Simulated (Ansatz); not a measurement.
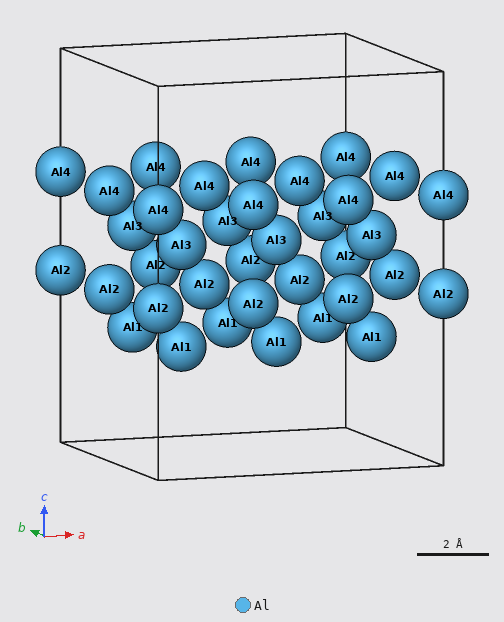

*The structure (spheres-only view of the 3 × 2 repeat of the cell, with the vacuum cut short, seen slightly off an axis; atoms are numbered from 1 in the order of the input).*

## Single-point calculation of Al

Al (slab, 4 atoms in the cell), computed with DFT PBE, scalar-relativistic, plane waves, PAW, PAW set soft_1, no spin polarisation (Ansatz 0.2.0).

The structure derives from an entry of the Crystallography Open Database. Figures and captions count atoms from 1; the log counts them from 0 in places.

### The input
```yaml
crystal:
  lattice:
    - [2.8567582918, 0.0, 0.0]
    - [0.0, 4.0400663207, 0.0]
    - [0.0, 0.0, 21.2432786975]
  atoms:
    - { symbol: Al, position: [0.5, 0.5, 0.1882948511] }
    - { symbol: Al, position: [0.0, 0.0, 0.2555339608] }
    - { symbol: Al, position: [0.5, 0.5, 0.3248649542] }
    - { symbol: Al, position: [0.0, 0.0, 0.3880417338] }
basis:
  ecutwfc: 420
kpoints:
  mp_grid: { grid: [9, 7, 1] }
hamiltonian:
  xc: pbe
  pseudopotentials: { kind: paw, azcp: { folder: soft_1 } }
scf:
  occupations: { method: gaussian, width: 0.1 }
output:
  forces: true
  eigenvalues: true
efield:
  axis: 3
  dipole_correction: true
  ramp_width: 0.04
```

Hardware: 1 thread of Arm Neoverse V2, 24 GiB of memory available, shared host.

Run as:
```bash
ansatz run input.yaml --threads 1 --pin off --max-ram 3072MiB --backend cpu --events-out ev --progress --plain --runs-dir out
```

### What the program printed
```
Engine: ansatz 0.2.0, aarch64-unknown-linux-gnu
Pseudopotentials: kind: paw
Pseudopotential: Al, paw, valence charge 3, recommended cutoff 420 eV (normal), [file]
Functional definition: PBE
  parameter kappa = 0.804
  parameter beta = 0.06672455060314922
  exchange = pbe_x(kappa = kappa, mu = beta*pi^2/3)
  correlation = pbe_c(beta = beta)
Crystal: 4 atoms, lattice volume = 245.179 Å³
Basis set: ecut = 420 eV, 4811 PW (Γ), exchange–correlation on 40×60×288 points (8 copies of the dense FFT grid, shifted against one another)
Bands: 10, of which v1, the nominal top of the filled ones, is band 6 counted from 1 (5 counted from 0)
Symmetry: 4 space group operations
Space group: Pmm2 (ITA 25), of the structure as read, at distance tolerance 6.3e-5 Å
k-points: 20 of 63
Non-local potential: Al, projectors of the file, l = 0: 2, l = 1: 2, l = 2: 1
PAW form: soft (Blöchl's): semilocal exchange-correlation on the pseudo side does not see the compensation charge
PAW one-centre angular grid: Al, 110 points (default); XC on 64 Gauss nodes
Initial density: superposition of atomic densities (neutral atoms: chi_scale 0, normalization atom)
Initial wavefunctions: pseudopotential atomic-orbital guess
Functional: x = pbe(κ = 0.804, μ = 0.2195149727645171), c = pbe(β = 0.06672455060314922)
SCF iter   1: F=—  HF=-2149.456097 eV  |F-HF|=—  |Δ(HF+E_count)|=         —  Δρ=1.58e-2  dr2=3.95e0  ethr=3.10e-3  p=0.000 e·Å  D=1.25e-8 V/Å  ΔV_dip=-0.00 eV  dr2_dipole=6.52e-3  V_vac-E_F(+/−)=6.29/6.29 eV  ⟨swp⟩=8.6  Hψ=1909  notcnv=0
efield: sawtooth ramp at fractional position 0.7682 (placed from the atoms, in the widest stretch of the axis that holds none; the zero of the levels goes with the place), width 0.0400; the density the first Hamiltonian is built on has a dipole p = 0.000 e·Å; the dipole correction subtracts the counter field D = 1.25e-8 V/Å, which shifts the + side's vacuum level by -0.00 eV against the − side's; the planar-averaged density in the ramp window peaks in size at 2.2e-8 e/Å³
preconditioner: auto → LDOS  [metal: Δε(μ)=0.024 eV  Ē_g=6.221 eV  σ=0.100 eV  W_gap=0.13  n_scr=16 (ndim 8)  ℏωp=8.2 eV  f_vac=0.547  D(μ)=2.59/eV (n_scr^D=8)  β→1.0]
SCF iter   2: F=—  HF=-2148.679991 eV  |F-HF|=—  |Δ(HF+E_count)|=   7.76e-1  Δρ=7.17e-3  dr2=1.71e-1  ethr=3.10e-3  p=0.002 e·Å  D=1.28e-3 V/Å  ΔV_dip=-0.03 eV  dr2_dipole=5.01e-4  V_vac-E_F(+/−)=4.06/4.09 eV  ⟨swp⟩=3.9  Hψ=619  notcnv=0  defer=1
SCF iter   3: F=—  HF=-2148.712146 eV  |F-HF|=—  |Δ(HF+E_count)|=   3.22e-2  Δρ=1.03e-3  dr2=5.86e-3  ethr=1.43e-3  p=-0.002 e·Å  D=-1.46e-3 V/Å  ΔV_dip=0.03 eV  dr2_dipole=1.24e-4  V_vac-E_F(+/−)=4.23/4.20 eV  ⟨swp⟩=3.1  Hψ=447  notcnv=0  defer=1
SCF iter   4: F=—  HF=-2148.711998 eV  |F-HF|=—  |Δ(HF+E_count)|=   1.48e-4  Δρ=3.29e-4  dr2=2.17e-3  ethr=4.88e-5  p=0.002 e·Å  D=1.66e-3 V/Å  ΔV_dip=-0.04 eV  dr2_dipole=2.85e-4  V_vac-E_F(+/−)=4.09/4.13 eV  ⟨swp⟩=2.4  Hψ=324  notcnv=0  defer=1
SCF iter   5: F=—  HF=-2148.711726 eV  |F-HF|=—  |Δ(HF+E_count)|=   2.72e-4  Δρ=8.99e-5  dr2=1.66e-4  ethr=1.81e-5  p=-0.001 e·Å  D=-6.13e-4 V/Å  ΔV_dip=0.01 eV  dr2_dipole=6.96e-5  V_vac-E_F(+/−)=4.11/4.09 eV  ⟨swp⟩=2.2  Hψ=289  notcnv=0  defer=1
SCF iter   6: F=—  HF=-2148.711724 eV  |F-HF|=—  |Δ(HF+E_count)|=   1.57e-6  Δρ=4.04e-5  dr2=2.75e-5  ethr=1.39e-6  p=0.001 e·Å  D=5.09e-4 V/Å  ΔV_dip=-0.01 eV  dr2_dipole=6.92e-6  V_vac-E_F(+/−)=4.10/4.11 eV  ⟨swp⟩=1.9  Hψ=265  notcnv=0  defer=1
SCF iter   7: F=—  HF=-2148.711699 eV  |F-HF|=—  |Δ(HF+E_count)|=   2.51e-5  Δρ=1.18e-5  dr2=1.01e-6  ethr=2.29e-7  p=0.000 e·Å  D=3.03e-4 V/Å  ΔV_dip=-0.01 eV  dr2_dipole=2.66e-7  V_vac-E_F(+/−)=4.10/4.11 eV  ⟨swp⟩=2.0  Hψ=266  notcnv=0  defer=1
SCF iter   8: F=-2148.711700 eV  HF=-2148.711700 eV  |F-HF|=4.60e-9  |Δ(HF+E_count)|=   5.56e-7  Δρ=2.95e-6  dr2=6.24e-8  ethr=8.33e-10  p=0.000 e·Å  D=2.29e-4 V/Å  ΔV_dip=-0.00 eV  dr2_dipole=5.91e-9  V_vac-E_F(+/−)=4.10/4.11 eV  ⟨swp⟩=11.1  Hψ=1422  notcnv=0
SCF 1 converged in 8 iterations: F = -2148.711700 eV  dr2 = 6.24e-8
  greatest PAW one-centre occupation: 0.479 electrons in one spin orbital (limit 2), on the Al atom at site 0 (counted from 0), in its partial waves of l = 0
```

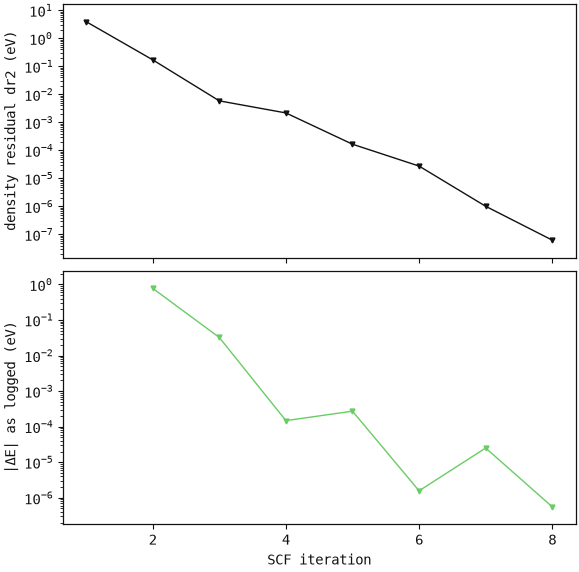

*Convergence of the self-consistent field: density residual dr2 and size of the energy change against the SCF iteration.*

The residual falls at every step.

```
SCF converged after 8 iterations
Free energy (F): -2148.711700 eV
Harris-Foulkes:  -2148.711700 eV  (|F-HF|=4.60e-9)
Internal energy: -2148.707348 eV  (E = F + TS)
E sigma→0 (E₀):  -2148.709524 eV
Entropy (-TS):   -0.004352 eV (-1.088 meV/atom)
Fermi energy:    -0.789233 eV
Dipole field:    D = 0.000322 V/Å  (p = 0.000437 e·Å, saw-weighted, corrected)
Work function:   Φ+ = 4.1003 eV   Φ− = 4.1072 eV
Levels:          The Fermi level and band energies are counted from a zero that moves with the ramp; work functions are not
--- Per-component energies (eV) ---
  E_band       = -57.144784
  E_kinetic    = 83.065011
  E_local      = -2060.599280  (includes V_loc(G=0)·N_el)
  E_nonlocal   = 40.620605
  E_hartree    = 1002.332447
  E_xc         = -146.564428
  E_vxc        = -111.018088  (∫ρ·V_xc dr)
  E_paw        = -1877.441722  (= ΣΔE_a)
  E_vpaw       = -13.874573  (= ΣTr[D̂ρ^β])
  E_aug_tail   = -0.000008  (compensation charges beyond the density's cutoff)
  E_efield     = 0.000000  (sawtooth field / dipole correction)
  E_vefield    = -0.000083  (∫n·V_field dr)
  E_ewald      = 809.880028
  E_smearing   = -0.004352  (= −TS)
  E_closure    = 0.000000  (closes the sum)
  Σ components = -2148.711700   (vs F -2148.711700, Δ=0.00e0)
--- Forces (eV/Å), atoms counted from 1 ---
  atom   1  Al     0.00000000     0.00000000     0.21159888
  atom   2  Al     0.00000000     0.00000000    -0.14063028
  atom   3  Al     0.00000000     0.00000000    -0.05823696
  atom   4  Al     0.00000000     0.00000000    -0.01274874
  max |Σ_I F_I| component: 1.71e-5 eV/Å
--- Band table (eV; the first three rows and the last of 20) ---
  k-point 0: bands = ["-11.0029", "-8.5910", "-5.2938", "-2.8634", "-2.2377", "-1.3287", "-0.5803", "0.5355", "1.4972", "2.8879"]
  k-point 1: bands = ["-10.8199", "-8.4168", "-5.1540", "-4.5415", "-2.1143", "-2.0455", "0.5802", "0.9814", "1.5417", "2.9765"]
  k-point 2: bands = ["-10.2729", "-7.9162", "-6.4201", "-4.9217", "-3.6722", "-1.9639", "0.1516", "1.3034", "3.1322", "3.4455"]
  k-point 19: bands = ["-5.8942", "-4.7133", "-4.0175", "-3.4069", "-2.8139", "-2.4890", "-1.3178", "-0.3899", "-0.1345", "0.7607"]
```

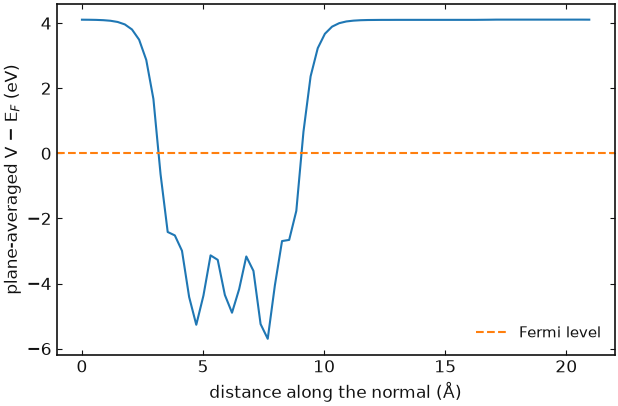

*Plane average of the electrostatic potential energy of an electron across the cell, from the Fermi level.*

The vacuum level lies 4.10 eV above the Fermi level.

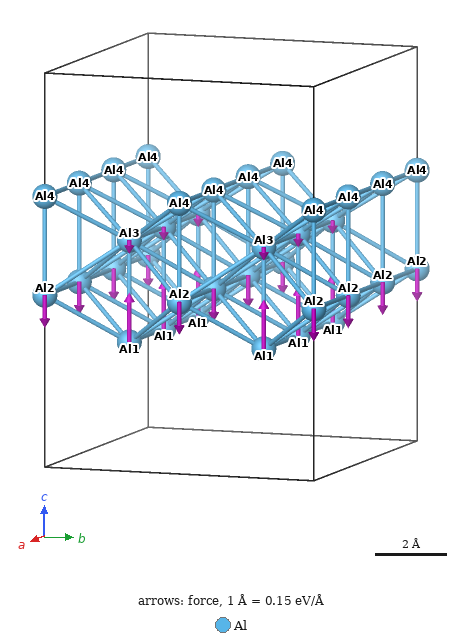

*Forces on the atoms as pink arrows (ball-and-stick view of the 3 × 2 repeat of the cell, with the vacuum cut short, seen slightly off an axis; atoms are numbered from 1 in the order of the input); the smallest are left out.*

The largest act on Al1 (0.21 eV/Å); Al2 (0.14 eV/Å). The geometry is not a stationary point of this energy.

### Key numbers

- outcome: converged
- electrons treated: 12
- free energy: −2148.7117 eV
- work function, top face: 4.10 eV
- work function, bottom face: 4.11 eV
- Fermi energy: −0.789 eV
- gap on the k-point mesh: none (metallic)
- work function (upper face): 4.10 eV
- largest force (length of the vector): 0.212 eV/Å
- wall time: 3.6 s
- peak memory: 0.34 GiB
